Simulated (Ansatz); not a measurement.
## CuO₂: a changed input and its effect

System: CuO₂ (Fm-3m, 6 atoms in the cell).
Method of run A: DFT PBEsol, scalar-relativistic, plane waves, PAW, spin-polarised (Ansatz 0.2.0).

The structure was built on a prototype by a generator; it need not be a known phase. Text and figures count atoms from 1; the logs count them from 0 in places.

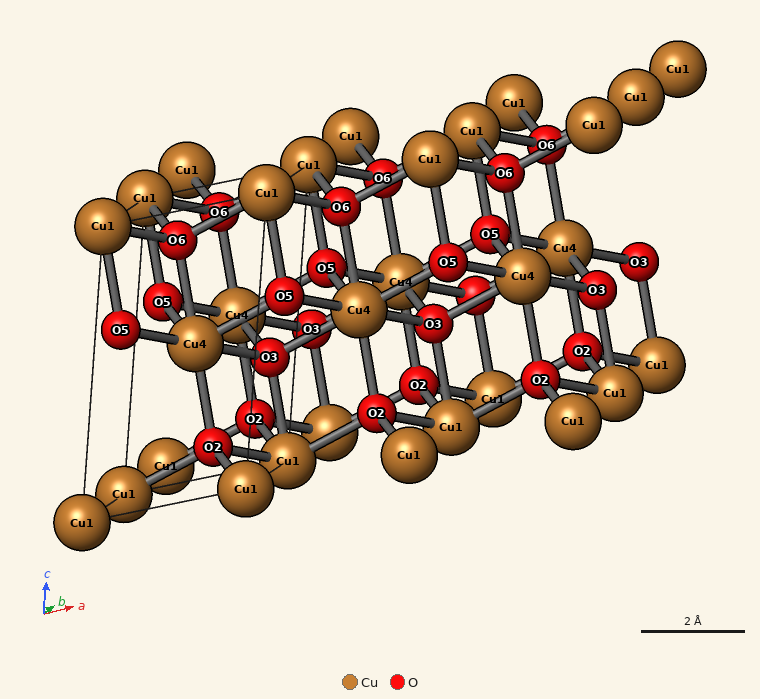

The structure as given in the input (ball-and-stick view of the reduced cell, repeated 3 × 2 × 1, seen slightly off an axis; atoms are numbered from 1 in the order of the input). An atom can appear more than once, as a periodic image. Near neighbours in the periodic cell (some may lie outside the picture): Cu has 8 O at 2.07 Å; O has 4 Cu at 2.07 Å.

### The input, run A
```yaml
crystal:
  lattice:
    - [0.0, 2.3844798727, 2.3844798727]
    - [2.3844798727, 0.0, 2.3844798727]
    - [4.7689597454, 4.7689597454, 0.0]
  atoms:
    - { symbol: Cu, position: [0.0, 1.0, 1.0], spin: 1.0 }
    - { symbol: O, position: [0.25, 0.25, 0.125] }
    - { symbol: O, position: [0.75, 0.75, 0.375] }
    - { symbol: Cu, position: [0.0, 1.0, 0.5], spin: -1.0 }
    - { symbol: O, position: [0.25, 0.25, 0.625] }
    - { symbol: O, position: [0.75, 0.75, 0.875] }
basis:
  ecutwfc: 420
kpoints:
  mp_grid: { grid: [16, 16, 8] }
hamiltonian:
  xc: pbesol
scf:
  occupations: { method: gaussian, width: 0.1 }
  lower_state_search: "off"
output:
  forces: true
  stress: true
  eigenvalues: true
  populations: true
  write_density: true
  write_potential: true
  elf: true
  volumetric_format: npy
magnetization:
  spin_polarized: true
```

Command:
```bash
ansatz run input.yaml --threads 1 --pin off --max-ram 2560MiB --backend cpu --events-out ev --progress --plain --runs-dir out
```

Hardware: 1 thread of Intel Xeon (Sapphire Rapids), 32 GiB of memory available, shared host.

### Output, shortened to warnings, some set-up lines, iterations and results (run A)
```
Basis set: ecut = 420 eV, 1075 PW (Γ), exchange–correlation on 48×48×96 points (8 copies of the dense FFT grid, shifted against one another)
Symmetry: 12 space group operations
k-points: 213 of 2048
Initial density: superposition of atomic densities (chi_scale 0.1, normalization cell, long waves kept (reshape's long-wave potential 0.00 eV rms))
[...]
SCF iter   1: F=—  HF=-15409.222562 eV  |F-HF|=—  |Δ(HF+E_count)|=         —  Δρ=8.17e-2 (↑8.17e-2 ↓8.17e-2)  dr2=3.95e0  dr2_m=2.14e0  M=0.000 μB ∫|m|=0.951 μB  β_m=0.30  …
SCF iter   2: F=—  HF=-15409.480388 eV  |F-HF|=—  |Δ(HF+E_count)|=   2.58e-1  Δρ=6.58e-2 (↑6.58e-2 ↓6.58e-2)  dr2=5.29e0  dr2_m=9.99e-2  M=0.000 μB ∫|m|=1.826 μB  β_m=0.30  …
SCF iter   3: F=—  HF=-15409.278820 eV  |F-HF|=—  |Δ(HF+E_count)|=   2.02e-1  Δρ=3.02e-2 (↑3.02e-2 ↓3.02e-2)  dr2=1.99e-1  dr2_m=2.94e-1  M=0.000 μB ∫|m|=1.612 μB  β_m=0.30  …
SCF iter   4: F=—  HF=-15409.736338 eV  |F-HF|=—  |Δ(HF+E_count)|=   4.58e-1  Δρ=2.76e-2 (↑2.76e-2 ↓2.76e-2)  dr2=1.06e0  dr2_m=6.51e-2  M=0.000 μB ∫|m|=1.870 μB  β_m=1.00  …
SCF iter   5: F=—  HF=-15409.694530 eV  |F-HF|=—  |Δ(HF+E_count)|=   4.18e-2  Δρ=9.56e-3 (↑9.56e-3 ↓9.56e-3)  dr2=2.28e-2  dr2_m=4.00e-2  M=0.000 μB ∫|m|=2.003 μB  β_m=0.30  …
[... 9 lines ...]
SCF iter  15: F=—  HF=-15409.768149 eV  |F-HF|=—  |Δ(HF+E_count)|=   1.37e-6  Δρ=3.46e-5 (↑3.46e-5 ↓3.46e-5)  dr2=3.59e-8  dr2_m=5.80e-7  M=0.000 μB ∫|m|=2.698 μB  β_m=0.97  …
SCF iter  16: F=—  HF=-15409.768149 eV  |F-HF|=—  |Δ(HF+E_count)|=   3.73e-7  Δρ=1.62e-5 (↑1.62e-5 ↓1.62e-5)  dr2=1.54e-7  dr2_m=6.73e-8  M=0.000 μB ∫|m|=2.698 μB  β_m=0.98  …
SCF iter  17: F=-15409.768149 eV  HF=-15409.768149 eV  |F-HF|=4.30e-8  |Δ(HF+E_count)|=   2.77e-8  Δρ=7.15e-6 (↑7.15e-6 ↓7.15e-6)  dr2=4.47e-8  dr2_m=8.19e-9  M=0.000 μB …
SCF iter  18: F=-15409.768149 eV  HF=-15409.768149 eV  |F-HF|=2.81e-8  |Δ(HF+E_count)|=   2.56e-9  Δρ=4.89e-6 (↑4.89e-6 ↓4.89e-6)  dr2=2.92e-8  dr2_m=2.20e-9  M=0.000 μB …
SCF 1 converged in 18 iterations: F = -15409.768149 eV  dr2 = 2.92e-8
SCF converged after 18 iterations
Magnetization: 0.0000 μB (31.0000 up, 31.0000 down)
Absolute magnetization: 2.6956 μB (∫|ρ↑−ρ↓|, with the PAW one-centre terms)
Spin contamination: 1.1368 ħ² per cell (⟨S²⟩ above its minimum at these occupations)
Per-site moments (μB) at R_I (Å): [(0.49079963865234383, 0.8518208096354895), (0.3882028369064754, 0.8518208096354898), (-0.38820283690647567, 0.8518208096354898), (-0.490799638652344, 0.8518208096354898), (-0.3882028369064754, 0.8518208096354898), (0.38820283690647556, 0.8518208096354895)]
Free energy (F): -15409.768149 eV
Harris-Foulkes:  -15409.768149 eV  (|F-HF|=2.81e-8)
Internal energy: -15409.714693 eV  (E = F + TS)
E sigma→0 (E₀):  -15409.741421 eV
Entropy (-TS):   -0.053456 eV (-8.909 meV/atom)
Fermi energy:    10.386287 eV
--- Per-component energies (eV) ---
  E_band       = -926.295056
  E_kinetic    = 1276.513425
  E_local      = -10453.086803  (includes V_loc(G=0)·N_el)
  E_nonlocal   = 961.053433
  E_hartree    = 4443.224757
  E_xc         = -464.423437
  E_vxc        = -598.137960  (∫ρ·V_xc dr)
  E_paw        = -3838.136146  (= ΣΔE_a)
  E_vpaw       = -999.078948  (= ΣTr[D̂ρ^β])
  E_aug_tail   = 0.009760  (compensation charges beyond the density's cutoff)
  E_ewald      = -7335.423239
  E_core_change = 0.553556  (= ΣΔE_core)
  E_smearing   = -0.053456  (= −TS)
  E_closure    = 0.000000  (closes the sum)
  Σ components = -15409.768149   (vs F -15409.768149, Δ=0.00e0)
--- Forces (eV/Å), atoms counted from 1 ---
  atom   1  Cu     0.00000000    -0.00000000     0.00000000
  atom   2  O      0.07694065     0.07694065    -0.07694065
  atom   3  O     -0.07694065    -0.07694065     0.07694065
  atom   4  Cu     0.00000000     0.00000000     0.00000000
  atom   5  O      0.07694065     0.07694065    -0.07694065
  atom   6  O     -0.07694065    -0.07694065     0.07694065
  max |Σ_I F_I| component: 1.39e-17 eV/Å
--- Stress (GPa, compression-positive) ---
       -0.372898      -1.325269       1.325269
       -1.325269      -0.372898       1.325269
        1.325269       1.325269      -0.372898
  P = ⅓ Tr σ = -0.3729 GPa (-3.729 kbar)
--- Löwdin populations: 6 sites ---
  site symbol       q [e]    m [muB]
     0     Cu     17.6587     0.4173
     1      O      6.5969     0.4473
     2      O      6.5969    -0.4473
     3     Cu     17.6587    -0.4173
     4      O      6.5969    -0.4473
     5      O      6.5969     0.4473
  spilling = 0.004756 (of n_electrons = 62.000000)
```

The input of run B differs as follows (lines with − go, lines with + come):
```diff
-  ecutwfc: 420
+  ecutwfc: 500
-  xc: pbesol
+  xc: r2scan
-  write_density: true
-  write_potential: true
-  elf: true
-  volumetric_format: npy
```

How does run B compare with run A?

The total energies belong to different methods, so their difference says nothing on which is more stable or more accurate. The pressure goes from −0.37 to 1.95 GPa. The largest force goes from 0.133 to 0.013 eV/Å. The functional changes from PBEsol to r2SCAN. The SCF takes 23 iterations against 18. The plane waves at Γ go from 1075 to 1401. On the same kind of shared host run B took about 2.2 times as long.

### Output, shortened to warnings, some set-up lines, iterations and results (run B)
```
Basis set: ecut = 500 eV, 1401 PW (Γ), exchange–correlation on 100×100×200 points (64 copies of the dense FFT grid, shifted against one another)
Symmetry: 12 space group operations
k-points: 213 of 2048
Initial density: superposition of atomic densities (chi_scale 0.1, normalization cell, long waves kept (reshape's long-wave potential 0.00 eV rms))
[...]
SCF iter   1: F=-15520.530104 eV  HF=-15524.336283 eV  |F-HF|=3.81e0  |Δ(HF+E_count)|=         —  Δρ=8.06e-2 (↑8.06e-2 ↓8.06e-2)  dr2=4.35e0  dr2_τ=2.64e-2  dr2_m=1.82e0  …
SCF iter   2: F=-15520.356056 eV  HF=-15524.768126 eV  |F-HF|=4.41e0  |Δ(HF+E_count)|=   4.32e-1  Δρ=6.80e-2 (↑6.80e-2 ↓6.80e-2)  dr2=5.86e0  dr2_τ=6.14e-2  dr2_m=2.27e-1  …
SCF iter   3: F=-15525.055878 eV  HF=-15524.611798 eV  |F-HF|=4.44e-1  |Δ(HF+E_count)|=   1.56e-1  Δρ=2.78e-2 (↑2.78e-2 ↓2.78e-2)  dr2=5.85e-1  dr2_τ=1.75e-2  dr2_m=1.16e-1  …
SCF iter   4: F=-15525.318090 eV  HF=-15525.294099 eV  |F-HF|=2.40e-2  |Δ(HF+E_count)|=   6.82e-1  Δρ=1.59e-2 (↑1.59e-2 ↓1.59e-2)  dr2=1.81e-1  dr2_τ=2.91e-3  dr2_m=8.26e-2  …
SCF iter   5: F=-15525.348283 eV  HF=-15525.357537 eV  |F-HF|=9.25e-3  |Δ(HF+E_count)|=   6.34e-2  Δρ=1.31e-2 (↑1.31e-2 ↓1.31e-2)  dr2=1.92e-1  dr2_τ=1.80e-3  dr2_m=3.56e-2  …
[... 14 lines ...]
SCF iter  20: F=-15525.567270 eV  HF=-15525.567271 eV  |F-HF|=7.61e-7  |Δ(HF+E_count)|=   9.66e-6  Δρ=3.77e-5 (↑3.77e-5 ↓3.77e-5)  dr2=1.30e-6  dr2_τ=7.77e-9  dr2_m=2.88e-7  …
SCF iter  21: F=-15525.567271 eV  HF=-15525.567271 eV  |F-HF|=2.43e-7  |Δ(HF+E_count)|=   4.57e-7  Δρ=1.68e-5 (↑1.68e-5 ↓1.68e-5)  dr2=3.07e-7  dr2_τ=1.67e-9  dr2_m=3.98e-8  …
SCF iter  22: F=-15525.567271 eV  HF=-15525.567271 eV  |F-HF|=1.42e-7  |Δ(HF+E_count)|=   2.75e-7  Δρ=8.52e-6 (↑8.52e-6 ↓8.52e-6)  dr2=6.61e-8  dr2_τ=4.17e-10  dr2_m=1.52e-8  …
SCF iter  23: F=-15525.567271 eV  HF=-15525.567271 eV  |F-HF|=1.56e-8  |Δ(HF+E_count)|=   1.95e-7  Δρ=1.28e-6 (↑1.28e-6 ↓1.28e-6)  dr2=8.26e-10  dr2_τ=2.26e-11  …
SCF 1 converged in 23 iterations: F = -15525.567271 eV  dr2 = 8.26e-10
this state was not tested for a lower state beside it, because the mixer in use, unlike msr1, does not test its closes by its own steps (another_mixer; see scf.mixing.algorithm and scf.lower_state_search)
SCF converged after 23 iterations
Magnetization: 0.0000 μB (31.0000 up, 31.0000 down)
Absolute magnetization: 3.7680 μB (∫|ρ↑−ρ↓|, with the PAW one-centre terms)
Spin contamination: 1.9706 ħ² per cell (⟨S²⟩ above its minimum at these occupations)
Per-site moments (μB) at R_I (Å): [(0.823868341047707, 0.8518208096354895), (0.3777376653567371, 0.8518208096354898), (-0.37773766535673725, 0.8518208096354898), (-0.8238683410477071, 0.8518208096354898), (-0.3777376653567371, 0.8518208096354898), (0.3777376653567369, 0.8518208096354895)]
Free energy (F): -15525.567271 eV
Harris-Foulkes:  -15525.567271 eV  (|F-HF|=1.56e-8)
Internal energy: -15525.544826 eV  (E = F + TS)
E sigma→0 (E₀):  -15525.556049 eV
Entropy (-TS):   -0.022445 eV (-3.741 meV/atom)
Fermi energy:    10.266993 eV
--- Per-component energies (eV) ---
  E_band       = -1004.983340
  E_kinetic    = 1281.894025
  E_local      = -10466.307837  (includes V_loc(G=0)·N_el)
  E_nonlocal   = 961.397615
  E_hartree    = 4458.663374
  E_xc         = -456.366445
  E_vxc        = -663.807093  (∫ρ·V_xc dr)
  E_paw        = -3968.675946  (= ΣΔE_a)
  E_vpaw       = -1079.132703  (= ΣTr[D̂ρ^β])
  E_aug_tail   = 0.003607  (compensation charges beyond the density's cutoff)
  E_vtau       = 43.641635  (kinetic-family band-sum trace: ∫τ·v_τ [+ j·A + Jᵃ·Aᵃ] dr)
  E_ewald      = -7335.423239
  E_core_change = -0.729980  (= ΣΔE_core)
  E_smearing   = -0.022445  (= −TS)
  E_closure    = -0.000000  (closes the sum)
  Σ components = -15525.567271   (vs F -15525.567271, Δ=0.00e0)
--- Forces (eV/Å), atoms counted from 1 ---
  atom   1  Cu     0.00000000    -0.00000000     0.00000000
  atom   2  O      0.00737067     0.00737067    -0.00737067
  atom   3  O     -0.00737067    -0.00737067     0.00737067
  atom   4  Cu     0.00000000    -0.00000000     0.00000000
  atom   5  O      0.00737067     0.00737067    -0.00737067
  atom   6  O     -0.00737067    -0.00737067     0.00737067
  max |Σ_I F_I| component: 1.82e-17 eV/Å
--- Stress (GPa, compression-positive) ---
        1.947998      -2.163153       2.163153
       -2.163153       1.947998       2.163153
        2.163153       2.163153       1.947998
  P = ⅓ Tr σ = 1.9480 GPa (19.480 kbar)
--- Löwdin populations: 6 sites ---
  site symbol       q [e]    m [muB]
     0     Cu     17.5711     0.6916
     1      O      6.6400     0.4328
     2      O      6.6400    -0.4328
     3     Cu     17.5711    -0.6916
     4      O      6.6400    -0.4328
     5      O      6.6400     0.4328
[...]
```

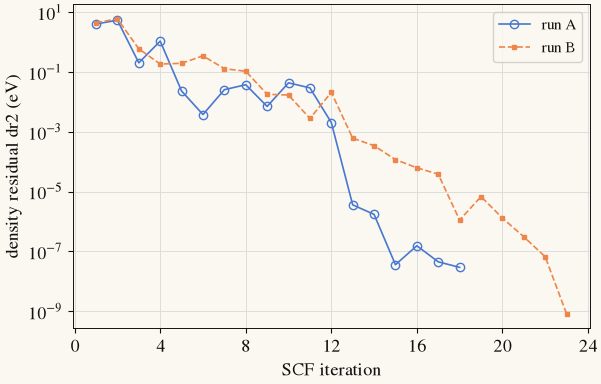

Convergence of the two runs: density residual dr2 against the SCF iteration. Run A takes 18 iterations in all, and run B takes 23.

### The two runs side by side

| quantity | run A | run B |
| --- | --- | --- |
| outcome | converged | converged |
| free energy per atom (eV) | −2568.2947 | −2587.5945 |
| energy per atom, smearing taken to zero (eV) | −2568.2902 | −2587.5927 |
| gap on the mesh (eV) | 0.00 | 0.00 |
| net moment of the cell (μB) | 0.00 | 0.00 |
| absolute moment of the cell (μB) | 2.70 | 3.77 |
| pressure (GPa) | −0.37 | 1.95 |
| largest force (eV/Å) | 0.133 | 0.013 |
| SCF iterations | 18 | 23 |
| irreducible k-points | 213 | 213 |
| plane waves at Γ | 1075 | 1401 |
| wall time (shared host) | 37 s | 81 s |

For run B: The electronic state found may not be the lowest one. Warnings: the state was not tested for a lower one.
